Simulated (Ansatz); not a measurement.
**What a change does: single-point calculation on Pt**

System: Pt (2 atoms in the cell).
Method of run 1: DFT, PBE, all-electron LAPW, scalar-relativistic, spin-polarised (Ansatz 0.2.0).

The structure derives from a Materials Project entry. Text and figures count atoms from 1; the logs count them from 0 in places.

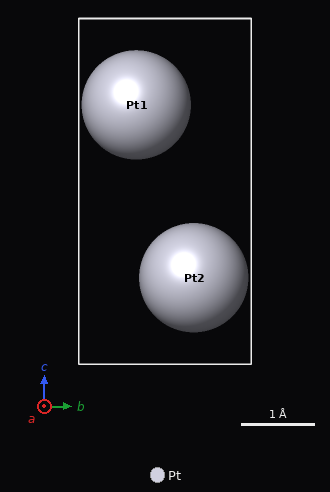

The input geometry (spheres-only view of the cell of the calculation, along the a axis; atoms are numbered from 1 in the order of the input).

### Input, run 1
```yaml
crystal:
  lattice:
    - [2.7606656158, 0.0, 0.0]
    - [-1.3803328079, 2.3908065546, 0.0]
    - [0.0, 0.0, 4.792134]
  atoms:
    - { symbol: Pt, position: [0.6666666667, 0.3333333333, 0.75], spin: 0.3 }
    - { symbol: Pt, position: [0.3333333333, 0.6666666667, 0.25], spin: 0.3 }
magnetization:
  spin_polarized: true
  initial_magnetization: 0.6
  spin_locking: { lock_magnetization: hard }
kpoints:
  mp_grid: { grid: [12, 12, 6] }
scf:
  occupations: { method: fermi_dirac, width: 0.03 }
  lower_state_search: "off"
hamiltonian:
  xc: pbe
  pseudopotentials: { kind: all_electron, lapw: { basis_error: 0.001 } }
output:
  forces: true
  stress: true
  eigenvalues: false
```

Command:
```bash
ansatz run input.yaml --threads 1 --pin off --max-ram 3072MiB --backend cpu --events-out ev --progress --plain --runs-dir out
```

Hardware: 1 thread of Arm Neoverse V1, 24 GiB of memory available, shared host.

### Output, shortened to warnings, some set-up lines, iterations and results (run 1)
```
Basis set: ecut = 273.14570013698903 eV, 337 PW (Γ), exchange–correlation at level 2
Symmetry: 24 space group operations
k-points: 76 of 864
Initial density: superposition of atomic densities (chi_scale 0.1, normalization cell)
[...]
SCF iter   1: F=—  HF=-1001915.195731 eV  |F-HF|=—  |Δ(HF+E_count)|=         —  Δρ=1.77e-2 (↑1.54e-2 ↓1.77e-2)  dr2=1.98e-1  dr2_m=5.41e-4  M=0.600 μB ∫|m|=0.601 μB  β_m=0.30 …
SCF iter   2: F=—  HF=-1001914.612972 eV  |F-HF|=—  |Δ(HF+E_count)|=   5.83e-1  Δρ=9.95e-3 (↑8.14e-3 ↓9.95e-3)  dr2=6.54e-2  dr2_m=3.31e-4  M=0.600 μB ∫|m|=0.601 μB  β_m=0.38 …
SCF iter   3: F=—  HF=-1001914.526039 eV  |F-HF|=—  |Δ(HF+E_count)|=   8.69e-2  Δρ=5.07e-3 (↑3.92e-3 ↓5.07e-3)  dr2=2.00e-2  dr2_m=1.32e-4  M=0.600 μB ∫|m|=0.603 μB  β_m=0.50 …
SCF iter   4: F=—  HF=-1001914.523272 eV  |F-HF|=—  |Δ(HF+E_count)|=         —  Δρ=2.55e-3 (↑2.09e-3 ↓2.55e-3)  dr2=6.62e-3  dr2_m=2.55e-5  M=0.600 μB ∫|m|=0.608 μB  β_m=0.67 …
SCF iter   5: F=—  HF=-1001914.524311 eV  |F-HF|=—  |Δ(HF+E_count)|=   1.04e-3  Δρ=9.56e-4 (↑9.24e-4 ↓9.56e-4)  dr2=1.26e-3  dr2_m=2.53e-7  M=0.600 μB ∫|m|=0.612 μB  β_m=0.84 …
SCF iter   6: F=—  HF=-1001914.524588 eV  |F-HF|=—  |Δ(HF+E_count)|=   2.76e-4  Δρ=2.38e-4 (↑2.38e-4 ↓2.24e-4)  dr2=6.84e-5  dr2_m=2.35e-7  M=0.600 μB ∫|m|=0.613 μB  β_m=0.81 …
SCF iter   7: F=—  HF=-1001914.524575 eV  |F-HF|=—  |Δ(HF+E_count)|=   1.26e-5  Δρ=9.64e-5 (↑9.06e-5 ↓9.64e-5)  dr2=8.99e-6  dr2_m=1.10e-7  M=0.600 μB ∫|m|=0.613 μB  β_m=0.91 …
SCF iter   8: F=—  HF=-1001914.524575 eV  |F-HF|=—  |Δ(HF+E_count)|=   3.47e-7  Δρ=1.91e-5 (↑1.91e-5 ↓1.89e-5)  dr2=4.40e-7  dr2_m=8.78e-10  M=0.600 μB ∫|m|=0.613 μB  …
SCF iter   9: F=-1001914.524575 eV  HF=-1001914.524575 eV  |F-HF|=1.58e-8  |Δ(HF+E_count)|=   3.61e-9  Δρ=7.32e-6 (↑7.32e-6 ↓7.11e-6)  dr2=7.04e-8  dr2_m=4.39e-11  M=0.600 μB …
SCF 1 converged in 9 iterations: F = -1001914.524575 eV  dr2 = 7.04e-8
SCF converged after 9 iterations
Stability checked in part: among states of this total moment the steps that led to this state did not find it unstable. No probe was made; neither looks for a lower state of another moment (fixed_total_moment; see scf.lower_state_search)
Magnetization: 0.6000 μB (42.3000 up, 41.7000 down)
Absolute magnetization: 0.6129 μB (∫|ρ↑−ρ↓|)
Spin contamination: 0.0007 ħ² per cell (⟨S²⟩ above its minimum at these occupations)
Per-site moments (μB) at R_I (Å): [(0.3023960741347196, 1.380332787320745), (0.3023960741347196, 1.380332787320745)]
Free energy (F): -1001914.524575 eV
Harris-Foulkes:  -1001914.524575 eV  (|F-HF|=1.58e-8)
Internal energy: -1001914.513189 eV  (E = F + TS)
E sigma→0 (E₀):  -1001914.518882 eV
Entropy (-TS):   -0.011386 eV (-5.693 meV/atom)
Fermi energy:    27.172799 (↑ 27.201660, ↓ 27.143938) eV
--- Per-component energies (eV) ---
  E_band       = -6739.998731
  E_kinetic    = 1137775.778564
  E_xc         = -19387.415919
  E_electrostatic = -2120302.875834  (all electrons and nuclei)
  E_smearing   = -0.011386  (= −TS)
  E_closure    = 0.000000  (closes the sum)
  E_atoms      = -1001902.435662  (free atoms, spherical and without spin; not in F)
  Σ components = -1001914.524575   (vs F -1001914.524575, Δ=0.00e0)
  Basis errors (estimates in eV, not in F): energy 2.5e-4 per atom: plane waves 2.1e-4 (1.1e-4 summed), levels above the bands 2.2e-217, relativity 7.3e-8, radial functions 3.9e-5, core shells 1.2e-7; eigenvalues (radial functions only) 3.4e-6; not estimated: angular momenta, meshes, grids; target …
--- Forces (eV/Å), atoms counted from 1 ---
  atom   1  Pt     0.00000000     0.00000000    -0.00000000
  atom   2  Pt    -0.00000000    -0.00000000     0.00000000
  max |Σ_I F_I| component: 9.25e-18 eV/Å
--- Stress (GPa, compression-positive) ---
       -0.111068      -0.000000      -0.000000
       -0.000000      -0.111068      -0.000000
       -0.000000      -0.000000      -1.368502
  P = ⅓ Tr σ = -0.5302 GPa (-5.302 kbar)
settings of this run that can trade accuracy for cost: output.eigenvalues: false. Do not mix this run's numbers with those of runs without the same settings; the input reference describes each key
```

For run 2 the input was changed thus:
```diff
-  pseudopotentials: { kind: all_electron, lapw: { basis_error: 0.001 } }
+  pseudopotentials: { kind: paw }
-  eigenvalues: false
+  eigenvalues: true
```

Predict how the results change.

The total moment is fixed by the input in run 1 and run 2, so the state need not be the lowest. The total energies belong to different models, so their difference says nothing on which is more stable or more accurate. The SCF takes 8 iterations against 9. The plane waves at Γ go from 337 to 623. On the same kind of shared host run 2 took about 0.079 times as long.

### Output, shortened to warnings, some set-up lines, iterations and results (run 2)
```
Warning: output.stress: scf.convergence.dr2_threshold = 1e-7 eV (the SCF's general default) is looser than the 2e-10 eV advised for a printed stress (1e-10 eV for each atom of the cell: 2). What an SCF threshold leaves in a stress goes as its square root, and in the free energy as the threshold itself, and one threshold admits the most on a small cell: of the crystals measured, under no hybrid …
Basis set: ecut = 420 eV, 623 PW (Γ), exchange–correlation on 40×40×72 points (8 copies of the dense FFT grid, shifted against one another)
Symmetry: 24 space group operations
k-points: 76 of 864
Initial density: superposition of atomic densities (chi_scale 0.1, normalization cell)
[...]
SCF iter   1: F=—  HF=-25046.584493 eV  |F-HF|=—  |Δ(HF+E_count)|=         —  Δρ=4.37e-2 (↑4.26e-2 ↓4.37e-2)  dr2=2.25e0  dr2_m=9.29e-3  M=0.600 μB ∫|m|=0.600 μB  β_m=0.30  …
SCF iter   2: F=—  HF=-25046.195452 eV  |F-HF|=—  |Δ(HF+E_count)|=   3.89e-1  Δρ=3.00e-2 (↑2.81e-2 ↓3.00e-2)  dr2=9.98e-1  dr2_m=4.83e-3  M=0.600 μB ∫|m|=0.601 μB  β_m=0.58  …
SCF iter   3: F=—  HF=-25045.902249 eV  |F-HF|=—  |Δ(HF+E_count)|=   2.93e-1  Δρ=5.42e-3 (↑4.60e-3 ↓5.42e-3)  dr2=1.25e-2  dr2_m=1.50e-4  M=0.600 μB ∫|m|=0.607 μB  β_m=0.79  …
SCF iter   4: F=—  HF=-25045.907057 eV  |F-HF|=—  |Δ(HF+E_count)|=   4.81e-3  Δρ=9.34e-4 (↑8.10e-4 ↓9.34e-4)  dr2=1.08e-3  dr2_m=2.20e-6  M=0.600 μB ∫|m|=0.611 μB  β_m=0.89  …
SCF iter   5: F=—  HF=-25045.906890 eV  |F-HF|=—  |Δ(HF+E_count)|=   1.67e-4  Δρ=2.03e-4 (↑1.92e-4 ↓2.03e-4)  dr2=3.47e-5  dr2_m=1.97e-7  M=0.600 μB ∫|m|=0.611 μB  β_m=0.94  …
SCF iter   6: F=—  HF=-25045.906905 eV  |F-HF|=—  |Δ(HF+E_count)|=   1.54e-5  Δρ=3.47e-5 (↑3.38e-5 ↓3.47e-5)  dr2=1.13e-6  dr2_m=6.01e-9  M=0.600 μB ∫|m|=0.611 μB  β_m=0.97  …
SCF iter   7: F=-25045.906905 eV  HF=-25045.906906 eV  |F-HF|=2.36e-8  |Δ(HF+E_count)|=   3.85e-7  Δρ=9.86e-6 (↑8.50e-6 ↓9.86e-6)  dr2=8.64e-8  dr2_m=6.28e-10  M=0.600 μB …
SCF iter   8: F=-25045.906906 eV  HF=-25045.906906 eV  |F-HF|=1.42e-9  |Δ(HF+E_count)|=   2.70e-9  Δρ=1.78e-6 (↑1.78e-6 ↓1.63e-6)  dr2=3.11e-9  dr2_m=1.00e-11  M=0.600 μB …
SCF 1 converged in 8 iterations: F = -25045.906906 eV  dr2 = 3.11e-9
SCF converged after 8 iterations
Stability checked in part: among states of this total moment the steps that led to this state did not find it unstable. No probe was made; neither looks for a lower state of another moment (fixed_total_moment; see scf.lower_state_search)
Magnetization: 0.6000 μB (18.3000 up, 17.7000 down)
Absolute magnetization: 0.6113 μB (∫|ρ↑−ρ↓|, with the PAW one-centre terms)
Spin contamination: 0.0007 ħ² per cell (⟨S²⟩ above its minimum at these occupations)
Per-site moments (μB) at R_I (Å): [(0.29697793042337906, 1.1387745665086855), (0.29697793042337917, 1.1387745665086855)]
Free energy (F): -25045.906906 eV
Harris-Foulkes:  -25045.906906 eV  (|F-HF|=1.42e-9)
Internal energy: -25045.895460 eV  (E = F + TS)
E sigma→0 (E₀):  -25045.901183 eV
Entropy (-TS):   -0.011445 eV (-5.723 meV/atom)
Fermi energy:    21.942782 (↑ 21.972254, ↓ 21.913309) eV
--- Per-component energies (eV) ---
  E_band       = -300.357881
  E_kinetic    = 1273.787902
  E_local      = -3054.120972  (includes V_loc(G=0)·N_el)
  E_nonlocal   = 399.808329
  E_hartree    = 1130.887312
  E_xc         = -522.997920
  E_vxc        = -604.919599  (∫ρ·V_xc dr)
  E_paw        = -18907.869733  (= ΣΔE_a)
  E_vpaw       = -576.691620  (= ΣTr[D̂ρ^β])
  E_aug_tail   = 0.000401  (compensation charges beyond the density's cutoff)
  E_ewald      = -5365.390779
  E_smearing   = -0.011445  (= −TS)
  E_closure    = 0.000000  (closes the sum)
  Σ components = -25045.906906   (vs F -25045.906906, Δ=0.00e0)
--- Forces (eV/Å), atoms counted from 1 ---
  atom   1  Pt     0.00000000     0.00000000    -0.00000000
  atom   2  Pt    -0.00000000    -0.00000000     0.00000000
  max |Σ_I F_I| component: 1.85e-17 eV/Å
--- Stress (GPa, compression-positive) ---
       -0.046809       0.000000      -0.000000
       -0.000000      -0.046809      -0.000000
       -0.000000      -0.000000      -1.386399
  P = ⅓ Tr σ = -0.4933 GPa (-4.933 kbar)
```

### The two runs side by side

| quantity | run 1 | run 2 |
| --- | --- | --- |
| outcome | converged | converged |
| free energy per atom (eV) | −500957.2623 | −12522.9535 |
| energy per atom, smearing taken to zero (eV) | −500957.2594 | −12522.9506 |
| net moment of the cell (μB) | 0.60 | 0.60 |
| absolute moment of the cell (μB) | 0.61 | 0.61 |
| pressure (GPa) | −0.53 | −0.49 |
| largest force (eV/Å) | 0.000 | 0.000 |
| SCF iterations | 9 | 8 |
| irreducible k-points | 76 | 76 |
| plane waves at Γ | 337 | 623 |
| wall time (shared host) | 82 s | 6.5 s |

For both runs: Spin–orbit coupling is left out, which matters for Pt. For run 2: Warnings: the SCF threshold is looser than advised for the printed stress.
